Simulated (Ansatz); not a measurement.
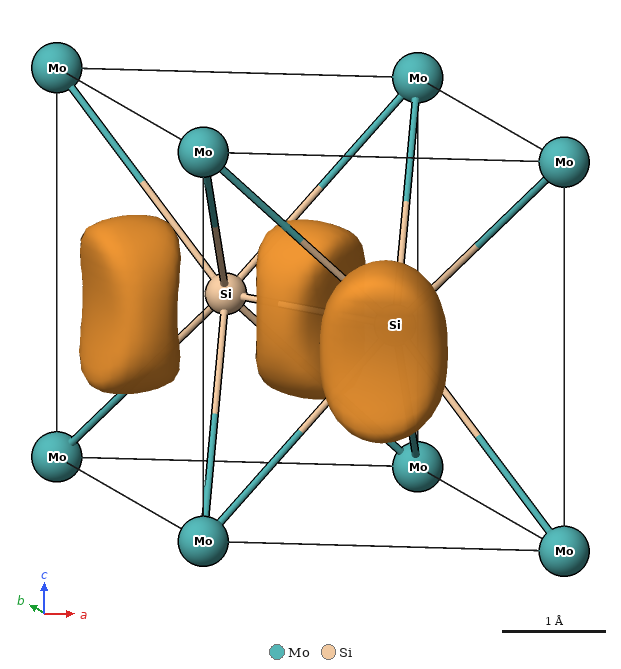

Figure 1: Si2Mo. Isosurface of the electron localisation function at 0.7 (orange), seen slightly off an axis. Only the valence region is drawn (cores and ρ < 0.01 e/Å³ removed). Sticks mark near contacts.

Space group P6/mmm; built by placing these elements on a known structure type; computed pressure about 20 GPa in this cell; computed without spin polarisation.

Method: DFT, PAW plane waves, r2SCAN (Ansatz).

In a PAW calculation such maps are meaningful between the atoms, not at the nuclei.

Question: Describe the localisation domains.

Answer: At this value the surface marks out three regions between bonded Si–Si atoms, counted in one cell of 3 atoms. Any copies at cell faces, edges or corners count once.

Values along the shortest contacts:
Si–Si (2.05 Å): the ELF peaks at about 0.90 between the atoms. Si–Mo (2.84 Å): the ELF peaks at about 0.60 in the valence shell of Si, 1.0 Å from its nucleus, and drops to about 0.20 between the two atoms (no localised pair shows between them).

Question: Does the calculation give a band gap?

Answer: It is metallic or semimetallic at this level of theory: no gap opens.
